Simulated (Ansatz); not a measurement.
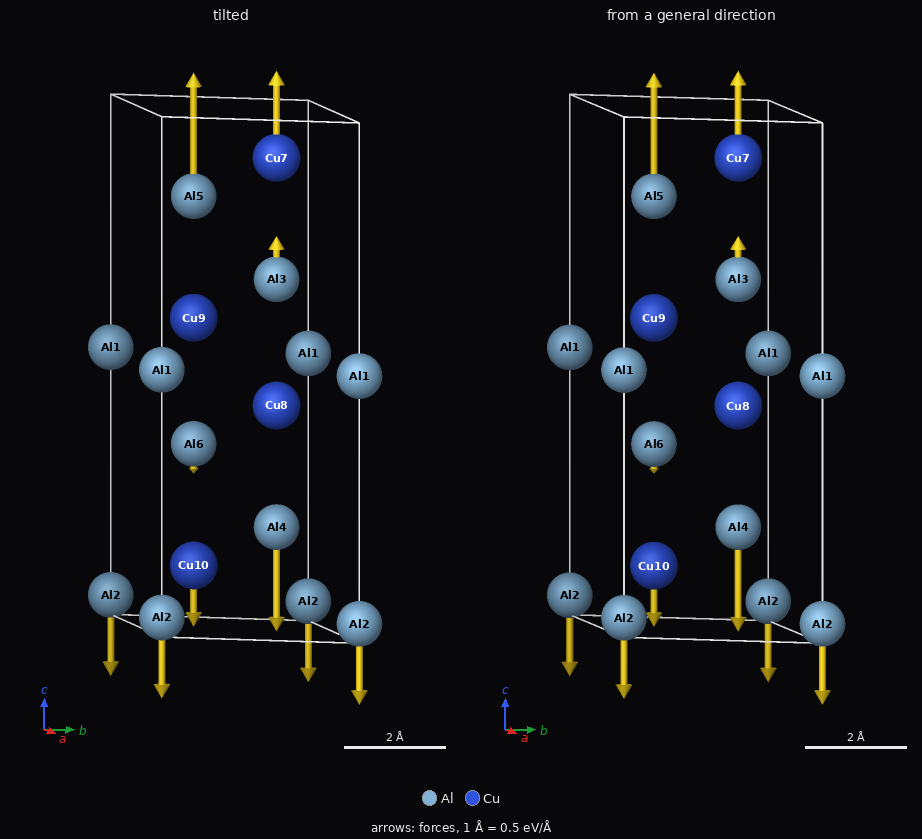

Crystal structure, spheres-only style, seen slightly off an axis and from a general direction. Lines trace the edges of the simulation cell. The arrows are the computed forces on the atoms.

System: Al₃Cu₂. Run with DFT PBEsol, scalar-relativistic, plane waves, PAW (Ansatz 0.2.0) and these settings: a cutoff energy of 420 eV, the zone sampled with 13×13×5 points, Gaussian smearing of 0.15 eV, no spin polarisation.

Judging by the arrows, is the geometry relaxed?

No. The atoms still feel forces of up to about 1 eV/Å, far above a usual threshold of 0.01 to 0.03 eV/Å.

Which atom carries the strongest force?

Al5, about 1 eV/Å.

Starting structure: a structure listed in the Materials Project. The cell was then strained or its atoms displaced on purpose. A calculation with Ansatz used it as input.
